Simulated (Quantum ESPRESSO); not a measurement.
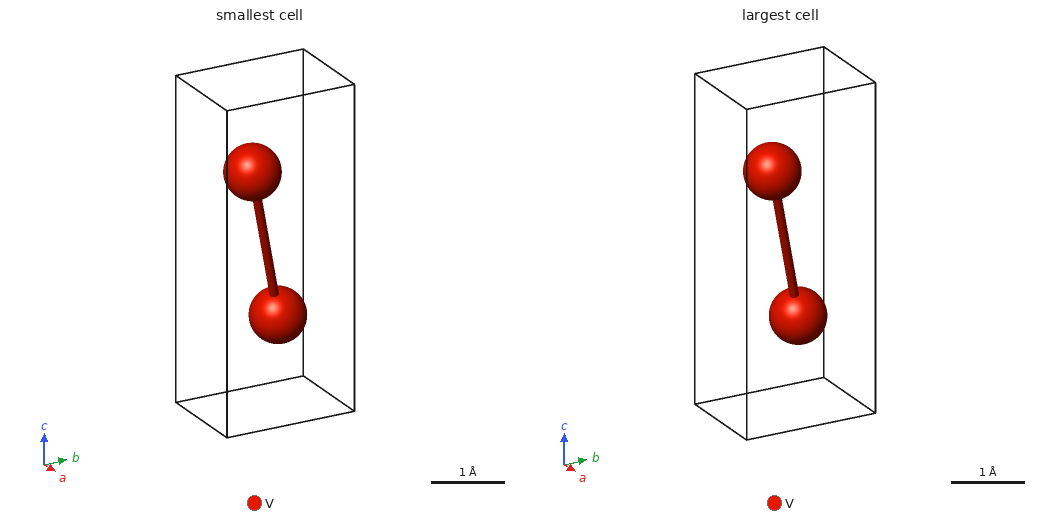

V, hexagonal close-packed (Mg type), space group P6₃/mmc (No. 194), relaxed (cell and atoms, zero pressure) with five choices of dispersion term on top of PBEsol; the smallest and the largest of the relaxed conventional cells are drawn to one scale (sticks follow a distance rule). The start was a structure listed in the Materials Project. This isn't the form of V at room conditions, which is bcc.

Alike in all runs: Quantum ESPRESSO 7.5; functional PBEsol; potentials GBRV 1.5 PBEsol; cutoff 612 eV; k mesh 10 × 10 × 5 on the run's cell of 2 atoms; occupations fermi-dirac, width 0.05 eV; collinear spin, ferromagnetic start; no spin-orbit coupling. All runs are metallic.

| level | volume (Å³/atom) | a (Å) | c (Å) |
| --- | --- | --- | --- |
| none | 13.31 | 2.568 | 4.659 |
| D3 | 12.99 | 2.545 | 4.631 |
| D4 | 13.15 | 2.558 | 4.641 |
| D3(BJ) | ? | ? | ? |
| rVV10 | 13.06 | 2.553 | 4.628 |

### Fill in the row of D3(BJ).

Volume 12.86 Å³/atom; a 2.539 Å; c 4.607 Å. That is the smallest volume of all.

### Order the levels by the relaxed volume, smallest first.

D3(BJ) (12.86 Å³/atom), D3 (12.99 Å³/atom), rVV10 (13.06 Å³/atom), D4 (13.15 Å³/atom), none (13.31 Å³/atom). Rows within a few tenths of a per cent can't be told apart.

Caveat: pairwise dispersion terms can overbind metals strongly.
